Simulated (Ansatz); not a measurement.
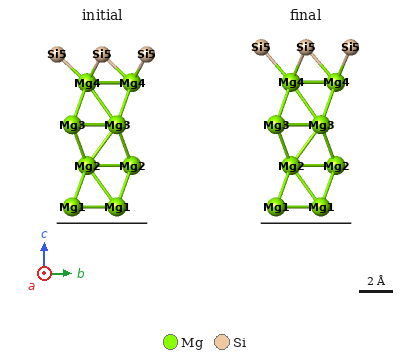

The structure of a slab of composition Mg$_{4}$Si (cut from the P6_3/mmc phase) before (left) and after (right) a constrained relaxation, at one scale.

A ball-and-stick model of the 2 × 2 repeat of the cell, outlined in the plane, without the vacuum, seen along the a axis.

Case: Si put at a hollow Mg-Mg-Mg site. The slab is the (0 0 1) face of Mg with Si on it. 2 atoms are held fixed.

Level of theory: Ansatz, DFT PBEsol, scalar-relativistic, plane waves, PAW.

Input file:
```yaml
crystal:
  lattice:
    - [3.1881999938, 0.0, 0.0]
    - [-1.5940999969, 2.761062187, 0.0]
    - [0.0, 0.0, 26.6626988054]
  atoms:
    - { symbol: Mg, position: [0.6666666667, 0.3333333333, 0.3187974354] }
    - { symbol: Mg, position: [0.3333333333, 0.6666666667, 0.4145954247] }
    - { symbol: Mg, position: [0.6666666667, 0.3333333333, 0.5089990241] }
    - { symbol: Mg, position: [0.3333333333, 0.6666666667, 0.6063904499] }
    - { symbol: Si, position: [0.0, 0.0, 0.6716501602] }
basis:
  ecutwfc: 420
kpoints:
  mp_grid: { grid: [9, 9, 1] }
hamiltonian:
  xc: pbesol
scf:
  occupations: { method: gaussian, width: 0.1 }
output:
  forces: true
  eigenvalues: true
relax:
  adjacent_minimum: "off"
  f_tol: 0.03
  max_steps: 70
  constraints: [{ sites: [0, 1] }]
efield:
  axis: 3
  dipole_correction: true
```

Q: Describe what moved and what it gained.

A: Over 3 geometry steps the energy falls by 0.328 eV per cell of the calculation. Largest force component: 1.7 eV/Å at the start, 0.0084 eV/Å at the end. The atom that moves furthest is Si5 (0.44 Å along the normal (+c)). Largest moves by element: Si 0.44 Å, Mg 0.02 Å. The lattice vectors keep their values. Near-neighbour distances that change, for instance: Mg4–Si5 2.533 → 2.837 Å, Mg3–Mg4 3.183 → 3.196 Å. Bond angles that change, for instance: Mg4–Si5–Mg4 78.0° → 68.4°.

Limits of the set-up: the periodic images lie only 3.2 Å apart, so the values are limited by the cell's size.
